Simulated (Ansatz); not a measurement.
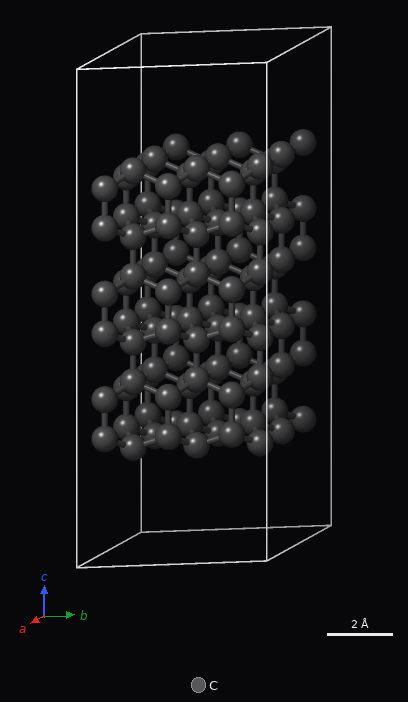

The input geometry (ball-and-stick view of the 3 × 3 repeat of the cell, with the vacuum cut short, seen slightly off an axis). Near neighbours in the crystal (not all of them lie inside the picture): C has 3 C at 1.23 Å; C has 4 C at 1.23 to 1.25 Å.

# C: single-point calculation

System: C (slab, 12 atoms in the cell).
Method: DFT, PBEsol, plane waves, PAW, no spin polarisation (Ansatz 0.2.0).

The structure derives from an entry of the Crystallography Open Database. Some settings of this run were made unusual or wrong on purpose.

Input:
```yaml
crystal:
  lattice:
    - [1.99905197, 0.0, 0.0]
    - [-0.99952598, 1.73122979, 0.0]
    - [0.0, 0.0, 20.73976316]
  atoms:
    - { symbol: C, position: [0.3333333333, 0.6666666667, 0.2892993499] }
    - { symbol: C, position: [0.6666666667, 0.3333333333, 0.3094582984] }
    - { symbol: C, position: [0.6666666667, 0.3333333333, 0.3695478203] }
    - { symbol: C, position: [0.3333333333, 0.6666666667, 0.3897067687] }
    - { symbol: C, position: [0.3333333333, 0.6666666667, 0.4497962906] }
    - { symbol: C, position: [0.6666666667, 0.3333333333, 0.4699552391] }
    - { symbol: C, position: [0.6666666667, 0.3333333333, 0.5300447609] }
    - { symbol: C, position: [0.3333333333, 0.6666666667, 0.5502037094] }
    - { symbol: C, position: [0.3333333333, 0.6666666667, 0.6102932313] }
    - { symbol: C, position: [0.6666666667, 0.3333333333, 0.6304521797] }
    - { symbol: C, position: [0.6666666667, 0.3333333333, 0.6905417016] }
    - { symbol: C, position: [0.3333333333, 0.6666666667, 0.7107006501] }
basis:
  ecutwfc: 420
kpoints:
  mp_grid: { grid: [12, 12, 1] }
hamiltonian:
  xc: pbesol
scf:
  occupations: { method: gaussian, width: 0.05 }
  max_iter: 50
output:
  forces: true
  eigenvalues: true
  stress: true
efield:
  axis: 3
  dipole_correction: true
  ramp_width: 0.04
```

Hardware: 1 thread of AMD EPYC (Zen 3), 32 GiB of memory available, shared host.

Command:
```bash
ansatz run input.yaml --threads 1 --pin off --max-ram 2560MiB --backend cpu --events-out ev --progress --plain --runs-dir out
```

Log:
```
Engine: ansatz 0.2.0, x86_64-unknown-linux-gnu
Pseudopotentials: kind: paw
Pseudopotential: C, paw, valence charge 4, recommended cutoff 420 eV (normal), C.paw.azcp
Functional definition: PBEsol
  exchange = pbesol_x
  correlation = pbesol_c
Crystal: 12 atoms, lattice volume = 71.777 Å³
Basis set: ecut = 420 eV, 1443 PW (Γ), exchange–correlation on 30×30×288 points (8 copies of the dense FFT grid, shifted against one another)
Bands: 36, of which v1, the nominal top of the filled ones, is band 24 counted from 1 (23 counted from 0)
Symmetry: 6 space group operations
k-points: 19 of 144 (time reversal used)
Non-local potential: C, projectors of the file, l = 0: 2, l = 1: 2, l = 2: 1
PAW form: soft (Blöchl's): semilocal exchange-correlation on the pseudo side does not see the compensation charge
PAW frozen core: C, regenerated for the run's functional, and the local potential with it (the file was generated under x = pbe(κ = 0.804, μ = 0.2195149727645171), c = pbe(β = 0.06672455060314922))
PAW one-centre angular grid: C, 110 points (default); XC on 64 Gauss nodes
Initial density: superposition of atomic densities (neutral atoms: chi_scale 0, normalization atom), corrected by the library's trained network
Initial wavefunctions: pseudopotential atomic-orbital guess
Functional: x = pbesol(κ = 0.804, μ = 0.12345679012345678), c = pbesol(β = 0.046)
SCF iter   1: F=—  HF=-2904.077832 eV  |F-HF|=—  |Δ(HF+E_count)|=         —  Δρ=1.36e-1  dr2=1.01e2  ethr=1.77e-3  p=0.000 e·Å  D=1.21e-13 V/Å  ΔV_dip=-0.00 eV  dr2_dipole=1.89e-7  V_vac-E_F(+/−)=6.85/6.88 eV  ⟨swp⟩=13.7  Hψ=6052  notcnv=0  defer=53
efield: sawtooth ramp at fractional position 0.9800 (placed from the atoms, in the widest stretch of the axis that holds none; the zero of the levels goes with the place), width 0.0400; the density the first Hamiltonian is built on has a dipole p = 0.000 e·Å; the dipole correction subtracts the counter field D = 1.21e-13 V/Å, which shifts the + side's vacuum level by -0.00 eV against the − side's; the planar-averaged density in the ramp window peaks in size at 1.9e-3 e/Å³
preconditioner: auto → LDOS  [insulator: Δε(μ)=0.113 eV  Ē_g=22.291 eV  σ=0.050 eV  W_gap=0.72  n_scr=16 (ndim 8)  ℏωp=30.4 eV  f_vac=0.439  D(μ)=2.56/eV (n_scr^D=16)  ε∞_Penn≈2.9  β→1.0]
SCF iter   2: F=—  HF=-2898.651986 eV  |F-HF|=—  |Δ(HF+E_count)|=    5.43e0  Δρ=7.05e-2  dr2=4.98e0  ethr=1.77e-3  p=0.000 e·Å  D=2.62e-5 V/Å  ΔV_dip=-0.00 eV  dr2_dipole=2.70e-5  V_vac-E_F(+/−)=3.03/3.04 eV  ⟨swp⟩=5.5  Hψ=2171  notcnv=0  defer=110
SCF iter   3: F=—  HF=-2898.213404 eV  |F-HF|=—  |Δ(HF+E_count)|=   4.39e-1  Δρ=2.39e-2  dr2=3.35e0  ethr=1.77e-3  p=0.000 e·Å  D=5.28e-5 V/Å  ΔV_dip=-0.00 eV  dr2_dipole=1.78e-3  V_vac-E_F(+/−)=3.35/3.35 eV  ⟨swp⟩=5.1  Hψ=1937  notcnv=0  defer=104
SCF iter   4: F=—  HF=-2898.007046 eV  |F-HF|=—  |Δ(HF+E_count)|=   2.06e-1  Δρ=1.17e-2  dr2=1.11e0  ethr=1.77e-3  p=0.000 e·Å  D=7.17e-5 V/Å  ΔV_dip=-0.00 eV  dr2_dipole=3.61e-4  V_vac-E_F(+/−)=3.23/3.23 eV  ⟨swp⟩=4.2  Hψ=1212  notcnv=0  defer=102
SCF iter   5: F=—  HF=-2897.894995 eV  |F-HF|=—  |Δ(HF+E_count)|=   1.12e-1  Δρ=5.23e-3  dr2=1.26e-1  ethr=1.77e-3  p=0.000 e·Å  D=4.53e-4 V/Å  ΔV_dip=-0.01 eV  dr2_dipole=3.20e-4  V_vac-E_F(+/−)=4.05/4.06 eV  ⟨swp⟩=4.9  Hψ=1126  notcnv=0  defer=94
SCF iter   6: F=—  HF=-2897.885280 eV  |F-HF|=—  |Δ(HF+E_count)|=   9.72e-3  Δρ=2.72e-3  dr2=1.33e-2  ethr=2.62e-4  p=-0.000 e·Å  D=-1.17e-4 V/Å  ΔV_dip=0.00 eV  dr2_dipole=1.62e-4  V_vac-E_F(+/−)=5.08/5.08 eV  ⟨swp⟩=5.8  Hψ=1606  notcnv=0  defer=91
SCF iter   7: F=—  HF=-2897.890876 eV  |F-HF|=—  |Δ(HF+E_count)|=   5.60e-3  Δρ=1.27e-3  dr2=1.52e-3  ethr=2.77e-5  p=0.000 e·Å  D=8.50e-5 V/Å  ΔV_dip=-0.00 eV  dr2_dipole=6.13e-5  V_vac-E_F(+/−)=5.66/5.66 eV  ⟨swp⟩=5.1  Hψ=1625  notcnv=0  defer=86
SCF iter   8: F=—  HF=-2897.891314 eV  |F-HF|=—  |Δ(HF+E_count)|=   4.38e-4  Δρ=5.07e-4  dr2=7.07e-4  ethr=3.16e-6  p=-0.000 e·Å  D=-4.09e-6 V/Å  ΔV_dip=0.00 eV  dr2_dipole=1.11e-4  V_vac-E_F(+/−)=5.83/5.83 eV  ⟨swp⟩=3.9  Hψ=1544  notcnv=0  defer=87
SCF iter   9: F=—  HF=-2897.891299 eV  |F-HF|=—  |Δ(HF+E_count)|=   1.48e-5  Δρ=2.08e-4  dr2=1.51e-4  ethr=1.47e-6  p=0.000 e·Å  D=4.36e-5 V/Å  ΔV_dip=-0.00 eV  dr2_dipole=1.30e-5  V_vac-E_F(+/−)=5.84/5.84 eV  ⟨swp⟩=2.5  Hψ=1038  notcnv=0  defer=87
SCF iter  10: F=—  HF=-2897.891290 eV  |F-HF|=—  |Δ(HF+E_count)|=   8.32e-6  Δρ=8.57e-5  dr2=1.12e-5  ethr=3.15e-7  p=0.000 e·Å  D=1.87e-5 V/Å  ΔV_dip=-0.00 eV  dr2_dipole=1.76e-7  V_vac-E_F(+/−)=5.83/5.83 eV  ⟨swp⟩=3.1  Hψ=1340  notcnv=0  defer=87
SCF iter  11: F=—  HF=-2897.891284 eV  |F-HF|=—  |Δ(HF+E_count)|=   6.57e-6  Δρ=3.38e-5  dr2=9.75e-7  ethr=2.34e-8  p=0.000 e·Å  D=1.13e-5 V/Å  ΔV_dip=-0.00 eV  dr2_dipole=9.79e-9  V_vac-E_F(+/−)=5.83/5.83 eV  ⟨swp⟩=3.1  Hψ=1267  notcnv=0  defer=87
iter 12 met the thresholds in force, and the SCF goes on: an eigenvalue changes by 12.30 meV, over its tolerance of 10.00 meV (output.eigenvalues, Limitations)
SCF iter  12: F=-2897.891284 eV  HF=-2897.891284 eV  |F-HF|=2.44e-7  |Δ(HF+E_count)|=   6.75e-8  Δρ=9.51e-6  dr2=7.38e-8  ethr=2.08e-10  p=0.000 e·Å  D=5.55e-6 V/Å  ΔV_dip=-0.00 eV  dr2_dipole=8.70e-9  V_vac-E_F(+/−)=5.83/5.83 eV  ⟨swp⟩=22.8  Hψ=7020  notcnv=0
SCF iter  13: F=-2897.891284 eV  HF=-2897.891284 eV  |F-HF|=2.65e-8  |Δ(HF+E_count)|=   2.92e-7  Δρ=3.06e-6  dr2=2.10e-8  ethr=1.54e-10  p=0.000 e·Å  D=3.93e-6 V/Å  ΔV_dip=-0.00 eV  dr2_dipole=1.40e-8  V_vac-E_F(+/−)=5.83/5.84 eV  ⟨swp⟩=9.4  Hψ=3905  notcnv=0
SCF 1 converged in 13 iterations: F = -2897.891284 eV  dr2 = 2.10e-8
  greatest PAW one-centre occupation: 0.844 electrons in one spin orbital (limit 2), on the C atom at site 2 (counted from 0), in its partial waves of l = 0
```

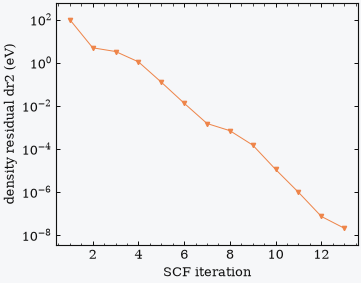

Convergence of the self-consistent field: density residual dr2 against the SCF iteration. The residual falls at every step.

```
SCF converged after 13 iterations
an eigenvalue changed by more than its tolerance at an iteration that met the thresholds in force, so the SCF went on 1 time: the last check found none over its tolerance
Free energy (F): -2897.891284 eV
Harris-Foulkes:  -2897.891284 eV  (|F-HF|=2.65e-8)
Internal energy: -2897.888052 eV  (E = F + TS)
E sigma→0 (E₀):  -2897.889668 eV
Entropy (-TS):   -0.003233 eV (-0.269 meV/atom)
Fermi energy:    11.031316 eV
Dipole field:    D = -0.000262 V/Å  (p = -0.000104 e·Å, saw-weighted, corrected)
Work function:   Φ+ = 5.8375 eV   Φ− = 5.8321 eV
Levels:          The Fermi level and band energies are counted from a zero that moves with the ramp; work functions are not
--- Per-component energies (eV) ---
  E_band       = -122.074318
  E_kinetic    = 1442.680889
  E_local      = -56711.553509  (includes V_loc(G=0)·N_el)
  E_nonlocal   = 414.320613
  E_hartree    = 27839.241063
  E_xc         = -656.955262
  E_vxc        = -821.428515  (∫ρ·V_xc dr)
  E_paw        = -1179.172285  (= ΣΔE_a)
  E_vpaw       = -124.566994  (= ΣTr[D̂ρ^β])
  E_aug_tail   = 0.000149  (compensation charges beyond the density's cutoff)
  E_efield     = 0.000000  (sawtooth field / dipole correction)
  E_vefield    = 0.000000  (∫n·V_field dr)
  E_ewald      = 25953.297083
  E_core_change = 0.253206  (= ΣΔE_core)
  E_smearing   = -0.003233  (= −TS)
  E_closure    = -0.000000  (closes the sum)
  Σ components = -2897.891284   (vs F -2897.891284, Δ=0.00e0)
--- Forces (eV/Å), atoms counted from 1 ---
  atom   1  C     -0.00000000     0.00000000   -14.78393247
  atom   2  C     -0.00000000     0.00000000    -6.69934281
  atom   3  C      0.00000000     0.00000000    -0.74214710
  atom   4  C      0.00000000    -0.00000000     1.09244674
  atom   5  C     -0.00000000    -0.00000000    -1.38208017
  atom   6  C      0.00000000     0.00000000     1.40198726
  atom   7  C     -0.00000000     0.00000000    -1.40196518
  atom   8  C      0.00000000    -0.00000000     1.38209051
  atom   9  C     -0.00000000    -0.00000000    -1.09247466
  atom  10  C      0.00000000     0.00000000     0.74210126
  atom  11  C      0.00000000    -0.00000000     6.69934600
  atom  12  C      0.00000000    -0.00000000    14.78405574
  max |Σ_I F_I| component: 8.51e-5 eV/Å
--- Stress (GPa, compression-positive) ---
      460.426420       0.000000       0.000000
        0.000000     460.426420      -0.000000
        0.000000      -0.000000     406.934255
  P = ⅓ Tr σ = 442.5957 GPa (4425.957 kbar)
--- Band table (eV; the first three rows and the last of 19) ---
  k-point 0: bands = ["-21.8811", "-20.7177", "-19.2227", "-17.3510", "-15.1477", "-11.7473", "-9.4554", "-5.9921", "-2.1594", "1.8864", "5.9510", "5.9510", "5.9561", "7.0334", "7.0334", "8.3473", "8.3473", "9.8099", "9.8099", "10.0185", "11.2650", "11.4715", "11.4715", "11.9264", "11.9264", "16.2438", "16.4546", "17.9651", "17.9651", "18.1487", "19.5416", "19.6270", "19.6270", "21.0012", "21.4422", "21.4422"]
  k-point 1: bands = ["-21.6228", "-20.4594", "-18.9646", "-17.0934", "-14.8878", "-11.5331", "-9.2142", "-5.7653", "-1.9627", "2.0256", "4.6795", "5.2173", "5.7903", "5.9858", "6.3163", "7.1338", "7.6542", "8.5406", "9.1455", "9.8017", "9.9992", "10.8223", "11.1800", "11.2704", "11.4687", "16.5723", "16.8219", "18.2344", "18.5128", "18.9404", "19.7817", "19.9792", "20.6551", "21.2207", "21.4827", "22.4694"]
  k-point 2: bands = ["-20.8488", "-19.6858", "-18.1922", "-16.3232", "-14.1130", "-10.8916", "-8.4972", "-5.0985", "-1.4072", "1.6341", "2.1175", "3.1066", "3.6355", "4.1411", "4.7599", "5.6752", "6.0677", "6.1340", "7.3243", "7.6669", "7.8143", "9.3656", "9.8123", "10.8014", "11.1209", "17.5152", "17.7937", "18.5857", "19.4221", "19.8033", "20.8863", "21.0212", "21.1017", "21.3449", "22.9563", "23.2532"]
  k-point 18: bands = ["-9.9122", "-9.8959", "-9.7562", "-9.0832", "-8.6943", "-8.4849", "-8.0618", "-6.8799", "-6.6929", "-5.6471", "-5.5443", "-5.0051", "-3.9358", "-3.6174", "-2.9779", "-2.1846", "-1.7125", "-1.1224", "0.1533", "0.8990", "2.2346", "2.6588", "3.2824", "11.9786", "12.0101", "12.2046", "15.6046", "19.5542", "23.6843", "24.5062", "25.1113", "26.3828", "27.4599", "28.2437", "28.5965", "30.1488"]
```

Outcome:

```csv
quantity,value
outcome,converged
electrons treated,48
free energy,−2897.8913 eV
Fermi energy,11.031 eV
gap on the k-point mesh,none (metallic)
largest force (length of the vector),14.784 eV/Å
wall time,7.6 s
peak memory,0.35 GiB
```

What went wrong:

This input holds a deliberate fault: a lattice far too small (`crystal.lattice`). The atoms are squeezed together and the pressure is enormous. The run converged all the same; its numbers are those of the faulty input and shouldn't be used.
